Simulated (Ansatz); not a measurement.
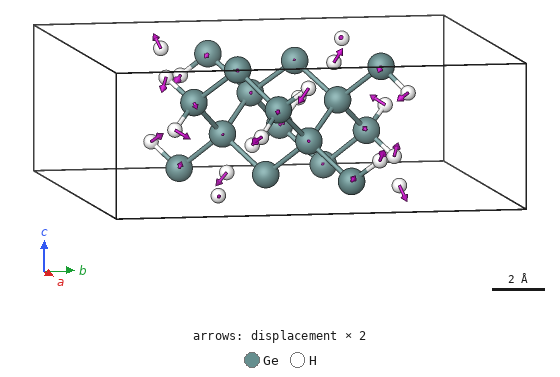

This is a relaxation of a wire of composition Ge$_{16}$H$_{18}$. The starting structure is drawn; purple arrows show the displacements, 2 times their true length.

A ball-and-stick model of the cell of the calculation, with the vacuum cut short, seen slightly off an axis.

Level of theory: DFT, PBEsol, PAW, plane waves (Ansatz 0.2.0).

Input file:
```yaml
crystal:
  lattice:
    - [20.600000, 0.000000, 0.000000]
    - [0.000000, 20.600000, 0.000000]
    - [0.000000, 0.000000, 5.675592]
  atoms:
    - { symbol: Ge, position: [0.535481, 0.465527, 0.123534] }
    - { symbol: Ge, position: [0.326733, 0.534301, 0.369234] }
    - { symbol: Ge, position: [0.603842, 0.534287, 0.376946] }
    - { symbol: Ge, position: [0.396129, 0.327889, 0.120436] }
    - { symbol: Ge, position: [0.398093, 0.603498, 0.122757] }
    - { symbol: Ge, position: [0.673311, 0.602035, 0.123501] }
    - { symbol: Ge, position: [0.465078, 0.396920, 0.378471] }
    - { symbol: Ge, position: [0.466458, 0.672275, 0.380584] }
    - { symbol: Ge, position: [0.396314, 0.464057, 0.627509] }
    - { symbol: Ge, position: [0.670964, 0.462596, 0.624503] }
    - { symbol: Ge, position: [0.466831, 0.534806, 0.871217] }
    - { symbol: Ge, position: [0.535634, 0.328080, 0.629342] }
    - { symbol: Ge, position: [0.534647, 0.603261, 0.624257] }
    - { symbol: Ge, position: [0.328259, 0.396683, 0.871335] }
    - { symbol: Ge, position: [0.604928, 0.397716, 0.876310] }
    - { symbol: Ge, position: [0.603535, 0.672601, 0.877057] }
    - { symbol: H, position: [0.282866, 0.490639, 0.215952] }
    - { symbol: H, position: [0.284035, 0.579258, 0.536062] }
    - { symbol: H, position: [0.353054, 0.282747, 0.287874] }
    - { symbol: H, position: [0.440750, 0.283783, 0.964940] }
    - { symbol: H, position: [0.351365, 0.648384, 0.965235] }
    - { symbol: H, position: [0.717122, 0.559488, 0.962153] }
    - { symbol: H, position: [0.718029, 0.647254, 0.280684] }
    - { symbol: H, position: [0.423052, 0.716744, 0.533221] }
    - { symbol: H, position: [0.509591, 0.716711, 0.216990] }
    - { symbol: H, position: [0.717231, 0.420582, 0.460127] }
    - { symbol: H, position: [0.716735, 0.510798, 0.787948] }
    - { symbol: H, position: [0.579242, 0.282945, 0.463265] }
    - { symbol: H, position: [0.490550, 0.283803, 0.786199] }
    - { symbol: H, position: [0.284514, 0.352562, 0.707799] }
    - { symbol: H, position: [0.284137, 0.441591, 0.033782] }
    - { symbol: H, position: [0.647236, 0.352141, 0.035749] }
    - { symbol: H, position: [0.560551, 0.716327, 0.037835] }
    - { symbol: H, position: [0.647317, 0.715411, 0.710289] }
kpoints:
  mp_grid: { grid: [1, 1, 6] }
hamiltonian:
  xc: pbesol
scf:
  occupations: { method: fermi_dirac, width: 0.01 }
relax:
  f_tol: 0.03
  max_steps: 80
  escape_saddle: false
  adjacent_minimum: "off"
output:
  forces: true
  eigenvalues: true
  populations: true
```

Launched with:
```bash
ansatz run in.yaml --threads 8 --pin off --max-ram 118750MiB --runs-dir r --events-out ev --progress --plain --backend cuda --devices 0, --max-vram 170GiB
```

Question: Atoms of which element are displaced furthest, and by how much?

Answer: Hydrogen: up to 0.40 Å, against 0.19 Å for germanium.

Question: What happened in the run?

Answer: The largest move relative to the centre of the atoms is that of H27, 0.40 Å. Largest moves by element: H 0.40 Å, Ge 0.19 Å. The cell doesn't change. Some distances before and after: Ge10–H27 1.654 → 1.543 Å, Ge2–Ge9 2.509 → 2.429 Å, Ge5–H21 1.607 → 1.550 Å, Ge4–Ge7 2.487 → 2.431 Å. Bond angles that change, for instance: Ge2–Ge5–Ge8 109.4° → 103.6°, Ge10–Ge15–Ge12 108.4° → 103.6°, Ge15–Ge10–H26 112.9° → 108.0°. After 4 geometry steps the energy has fallen by 0.927 eV per cell of the calculation. The largest force component goes from 1.1 to 0.027 eV/Å.
